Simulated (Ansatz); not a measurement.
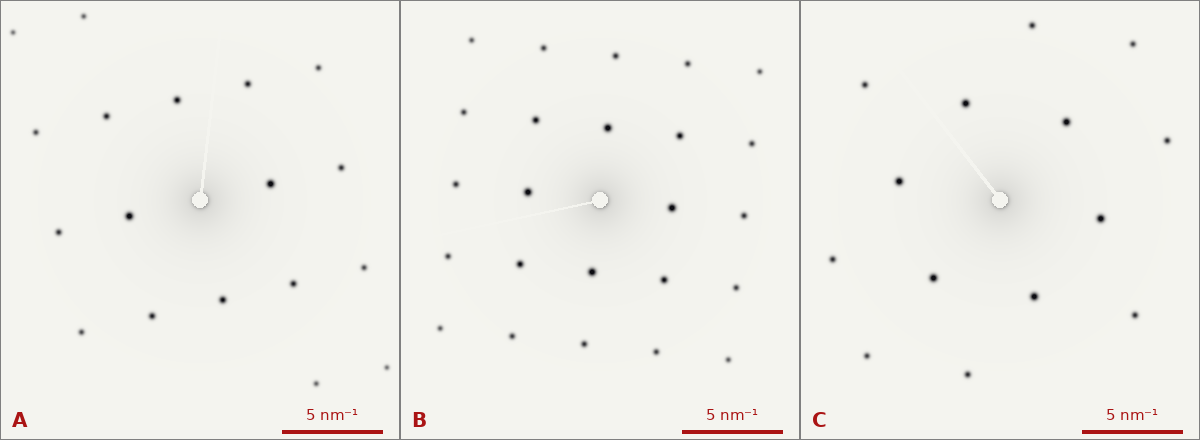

Simulated selected-area electron diffraction patterns (300 kV, kinematic approximation, thin crystal, B = 0.5 Å² for all atoms).

All three come from Ta, space group Pm-3m (No. 221), a = 2.760 Å. Structure: coordinates from a relaxation with DFT, RPBE, plane waves (420 eV) with PAW, scalar-relativistic (Ansatz); the starting structure was generated, so it need not be a known form of this composition.

**Assign the zone axes [001], [110], [111] to A, B and C.**

A is [110]: rectangular net of 0 0 1 at d = 2.76 Å and 1 -1 0 at d = 1.95 Å, at 90.0°. B is [001]: square net of 1 0 0 at d = 2.76 Å and 0 1 0 at d = 2.76 Å, at 90.0°. C is [111]: hexagonal net of -1 1 0 at d = 1.95 Å and -1 0 1 at d = 1.95 Å, at 60.0°.
